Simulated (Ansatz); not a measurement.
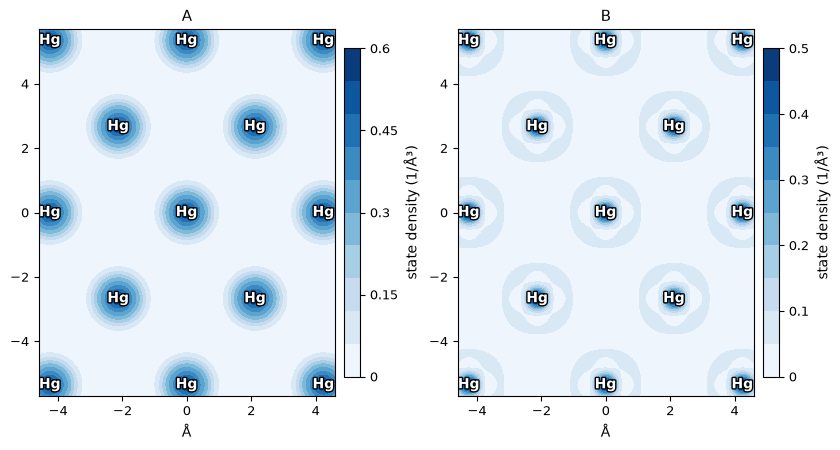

Hg: densities of the states in two energy windows, on the (001) plane of the conventional cell.

Space group C2/m. Spin-orbit coupling, left out here, splits and shifts the levels of such heavy elements, by tenths of an eV up to several eV. The cell comes from a database of computed structures, not from a measurement.

Theory: Ansatz 0.2.0, DFT PBE, scalar-relativistic, plane waves, PAW.

In a PAW calculation such maps are meaningful between the atoms, not at the nuclei.

```cif
data_structure
_symmetry_space_group_name_H-M 'P 1'
_symmetry_Int_Tables_number 1
_cell_length_a 4.2486
_cell_length_b 5.3452
_cell_length_c 5.7844
_cell_angle_alpha 90.000
_cell_angle_beta 89.818
_cell_angle_gamma 90.000
_cell_volume 131.36
loop_
_atom_site_label
_atom_site_type_symbol
_atom_site_fract_x
_atom_site_fract_y
_atom_site_fract_z
_atom_site_occupancy
Hg1 Hg 0.00000 0.00000 0.00000 1
Hg2 Hg 0.50000 0.50000 0.00000 1
Hg3 Hg 0.00000 0.50000 0.50000 1
Hg4 Hg 0.50000 0.00000 0.50000 1
```

Question: Match the panels to the energy ranges (zero at the Fermi level): −6.9 to −4.6 eV and −4.6 to −2.3 eV.

Answer: Panel A: −6.9 to −4.6 eV, the lower third of the occupied valence band, mainly Hg 5d (95 %).
Panel B: −4.6 to −2.3 eV, the middle third of the occupied valence band, mainly Hg 6s (90 %) and Hg 5d (10 %).
The characters are Löwdin shares on a minimal set of atomic orbitals.

The run took 16 s on 1 thread of Arm Neoverse N1, with other jobs on the host, peak memory 0.44 GiB.
